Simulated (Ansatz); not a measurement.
A series of calculations on Si

**1. Scan**

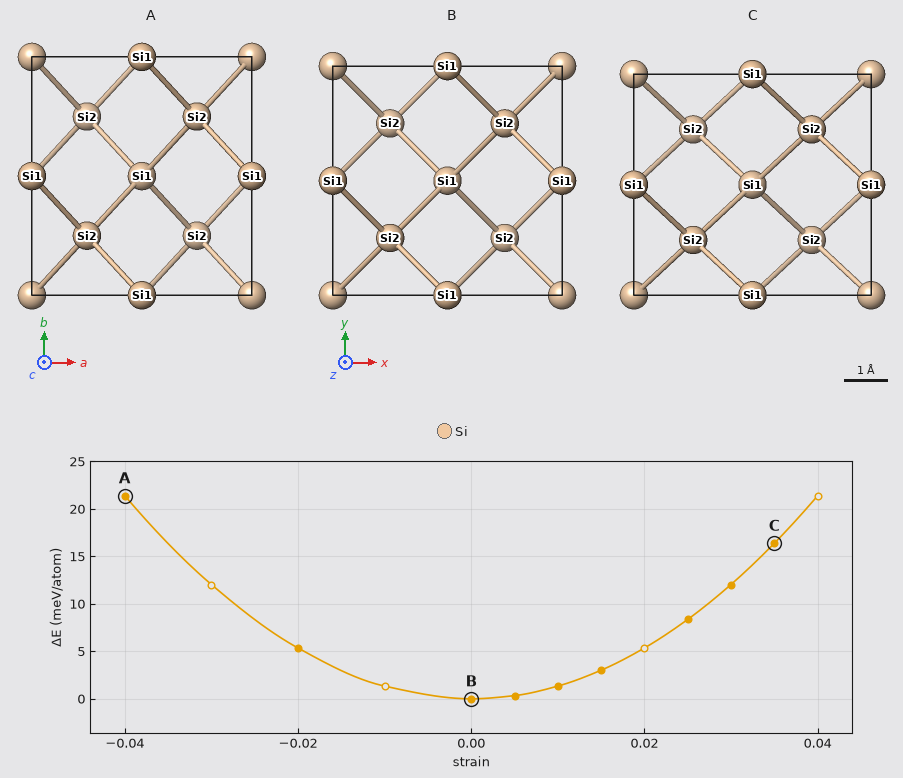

Energy scan for solid Si (Fd-3m), in which the cell is strained along x and oppositely along y, with the atoms kept at their fractional coordinates. x, y and z are the Cartesian axes of the input. The lettered frames are marked on the plot. Hollow markers are points alike by symmetry, not computed again. Style: ball-and-stick. Shown: the conventional cell (4 times the calculation's cell), along the c axis. Lengths and directions refer to the drawn axes.

The calculation used DFT r2SCAN, scalar-relativistic, plane waves, PAW in Ansatz. (plane-wave cutoff 500 eV; k-point mesh 8 × 8 × 8; occupations gaussian; smearing width 0.05 eV; no spin polarisation). Energies (free energies at the smearing named) are counted from the relaxed crystal.

Question: Read off the main features of the energy profile.

Answer: The lowest computed point lies at the strain 0.00 (0.0 meV/atom). The end points stand at 21.4 meV/atom (−0.04) and 21.4 meV/atom (0.04). The curvature at zero strain, (1/V) d²E/dε², is about 210 GPa; it is C₁₁ + C₂₂ − 2C₁₂ with clamped ions. The distortion takes the space group from Fd-3m to Fddd. At the strain −0.04 the cell of the drawing goes a 5.444 → 5.226 Å, b 5.444 → 5.662 Å.

The computed points:

```csv
strain,ΔE (meV/atom)
−0.040,21.4
−0.030,12.0
−0.020,5.4
−0.010,1.3
0.000,0.0
0.005,0.3
0.010,1.3
0.015,3.0
0.020,5.4
0.025,8.4
0.030,12.0
0.035,16.4
0.040,21.4
```

Points that are alike by symmetry were computed once.

**2. Scan**

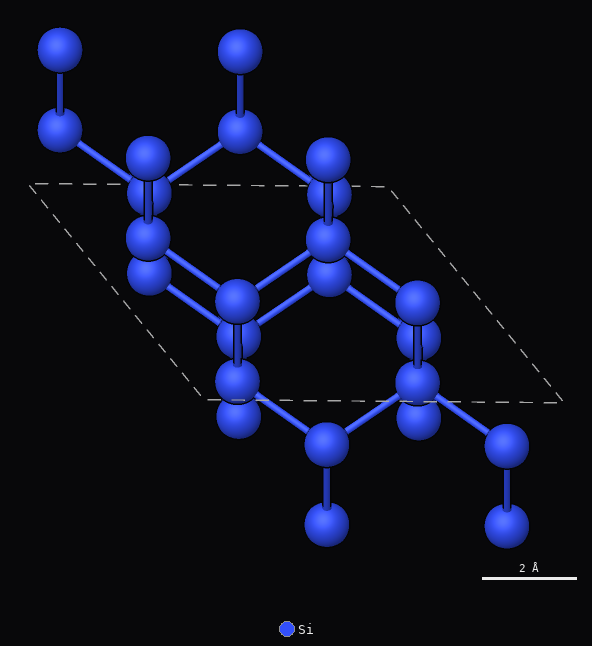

Energy scan for solid Si (Fd-3m), in which the crystal above a cut along the (1 1 1) plane of the conventional cell (between a plane of Si below and one of Si above, 2.36 Å apart) is slid rigidly over the whole in-plane cell (a gamma surface). One cut stands in each cell, which starts 9.4 Å high; nothing is relaxed, and the dashed outline marks the cut. The picture shows the perfect crystal around the cut (dashed). The picture is a ball-and-stick view of the layers on both sides of the cut, seen obliquely from above.

Method: DFT r2SCAN, scalar-relativistic, plane waves, PAW in Ansatz 0.2.0. Settings: plane-wave cutoff 500 eV; k-point mesh 8 × 8 × 3; occupations gaussian; smearing width 0.05 eV; no spin polarisation. Energies (free energies at the smearing named) are counted from the relaxed crystal.

```xyz
6
Lattice="2.7221 -2.7221 0.0000 2.7221 0.0000 -2.7221 5.4442 5.4442 5.4442" Properties=species:S:1:pos:R:3 pbc="T T T"
Si    8.1663    2.7221    2.7221
Si    2.7221    2.7221    2.7221
Si    2.7221    0.0000    0.0000
Si    4.0832   -1.3611   -1.3611
Si    9.5274    1.3611    1.3611
Si    4.0832    1.3611    1.3611
```

Question: Give the energy at each point on a grid with rows 0.000, 0.167, 0.333, 0.500, 0.667, 0.833, 1.000 and columns 0.000, 0.167, 0.333, 0.500, 0.667, 0.833, 1.000 (slip along a₁ (fraction); slip along a₂ (fraction)).

Answer: Rows: slip along a₁ (fraction); columns: slip along a₂ (fraction); values in mJ/m².

```tsv
	0.000	0.167	0.333	0.500	0.667	0.833	1.000
0.000	0	316	1197	1818	1197	316	0
0.167	316	993	1942	1942	993	316	316
0.333	1197	1942	2438	1942	1197	907	1197
0.500	1818	1942	1942	1818	1702	1702	1818
0.667	1197	993	1197	1702	1945	1702	1197
0.833	316	316	907	1702	1702	907	316
1.000	0	316	1197	1818	1197	316	0
```

The corners are the perfect crystal. The highest computed fault energy is 2438 mJ/m² at (0.33, 0.33), and the lowest away from the corners 316 mJ/m² at (0.00, 0.17). Relaxation across the fault would lower these values. The band gap on the mesh, 0.88 eV in the reference, closes at 9 of the 10 computed points.

As a map, interpolated between the computed points (dots):

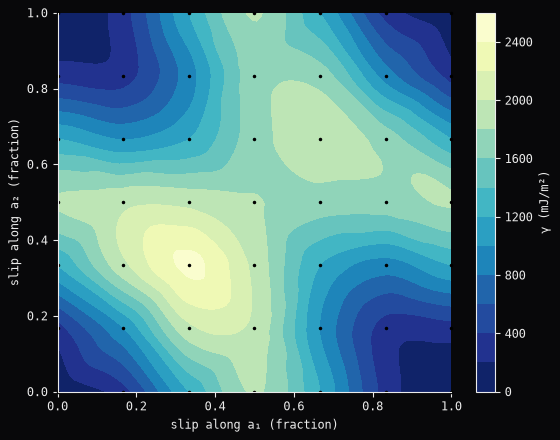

**3. Energy map**

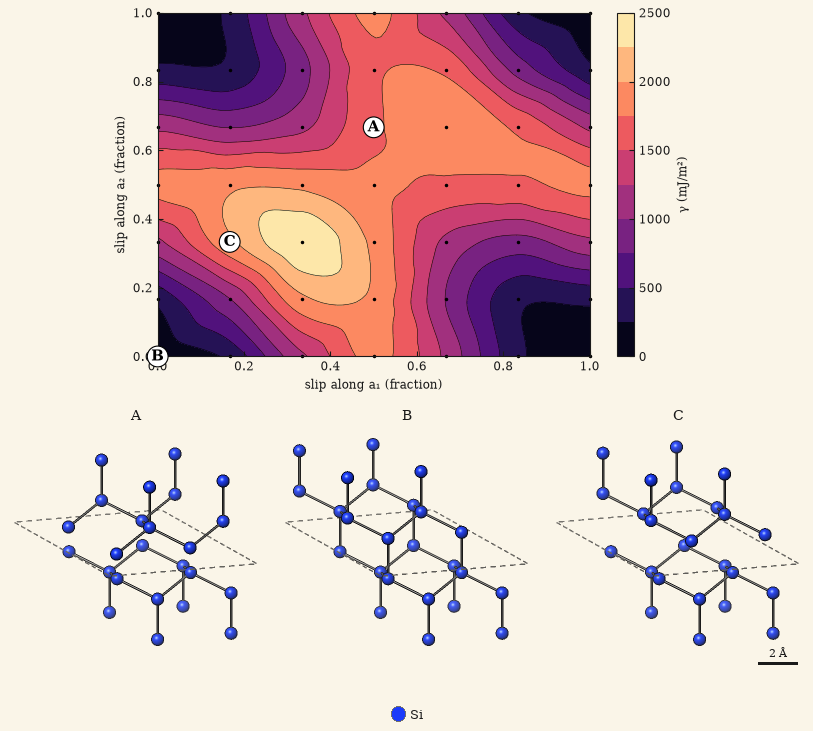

Energy scan for solid Si (Fd-3m), in which the crystal above a cut along the (1 1 1) plane of the conventional cell (between a plane of Si below and one of Si above, 2.36 Å apart) is slid rigidly over the whole in-plane cell (a gamma surface). One cut stands in each cell, which starts 9.4 Å high; nothing is relaxed, and the dashed outline marks the cut. The map is interpolated between the computed points (dots). The lettered frames are marked on it. The picture is a ball-and-stick view of the layers on both sides of the cut, seen obliquely from above.

Level of theory: Ansatz, DFT r2SCAN, scalar-relativistic, plane waves, PAW. (plane-wave cutoff 500 eV; k-point mesh 8 × 8 × 3; occupations gaussian; smearing width 0.05 eV; no spin polarisation). Energies (free energies at the smearing named) are counted from the relaxed crystal.

> Where is the lowest point of the map, and what else does it tell?

The corners are the perfect crystal. The highest computed fault energy is 2438 mJ/m² at (0.33, 0.33), and the lowest away from the corners 316 mJ/m² at (0.00, 0.17). Relaxation across the fault would lower these values. The band gap on the mesh, 0.88 eV in the reference, closes at 9 of the 10 computed points. The frames lie at A (0.500, 0.667): 1702 mJ/m², B (0.000, 0.000): 0 mJ/m², C (0.167, 0.333): 1942 mJ/m².
